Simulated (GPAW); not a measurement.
## LiCl (Fm-3m): how ε∞ follows the gap

The empty bands of LiCl (Fm-3m) are shifted up rigidly by Δ, and ε∞ is computed for each shift.

Cell: a, b, c = 3.627, 3.627, 3.627 Å (primitive vectors), 2 atoms.

Method: GPAW 26.7.0, PBE, RPA, k-mesh 12×12×12, local fields up to 50 eV, Lorentzian half width 0.15 eV.

Launch of the response step: `OMP_NUM_THREADS=1 python df.py`. The series took 74 s in all, its band step included, on 1 thread of Arm Neoverse V1, on a shared host.

| Δ (eV) | ε∞ |
| --- | --- |
| 0.00 | 2.734 |
| 0.40 | 2.674 |
| 0.80 | 2.618 |
| 1.20 | 2.566 |
| 1.60 | ? |
| 2.00 | 2.472 |

With one effective transition at E₀ and fixed dipole strength, ε∞ − 1 = A/(E₀ + Δ), so 1/(ε∞ − 1) is linear in Δ.

Working, on the rows shown:

| x = Δ (eV) | y = 1/(ε∞ − 1) |
| --- | --- |
| 0 | 0.576701 |
| 0.4 | 0.597372 |
| 0.8 | 0.618047 |
| 1.2 | 0.63857 |
| 2 | 0.679348 |

Means: x̄ = 0.88, ȳ = 0.62201. Σ(x − x̄)(y − ȳ) = 0.1215, Σ(x − x̄)² = 2.368. Slope = 0.1215 / 2.368 = 0.05132; intercept = ȳ − slope · x̄ = 0.57684. Turned back into ε∞, the line misses the rows shown by at most 0.00043.

Task: What does the fit predict for the withheld row, and how well does it do?

Result: At x = 1.6 the line gives y = 0.65896, that is 2.518. The run gave 2.517, so the interpolation is off by 0.00054, 0.2 % of the range in the table.

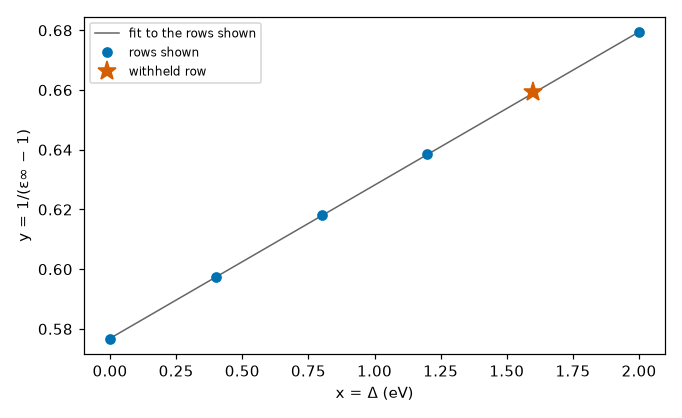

Refitted with all rows, the slope is 0.05137 and the intercept 0.57683. These give E₀ = intercept/slope = 11.2 eV, far above the least direct gap of 6.32 eV: most of the screening comes from transitions well over the edge. Over the first step ε∞ falls by 6 % per eV. The cell comes from an older database entry, whose edges can be off by a per cent or so. Excitons are left out; PBE gaps are as a rule too small. The values come from a sum over the points of one k-mesh and carry its error, which grows as the direct gap shrinks. The local-field cutoff holds few shells of reciprocal vectors for this small cell, so ε∞ can read a few per cent high.
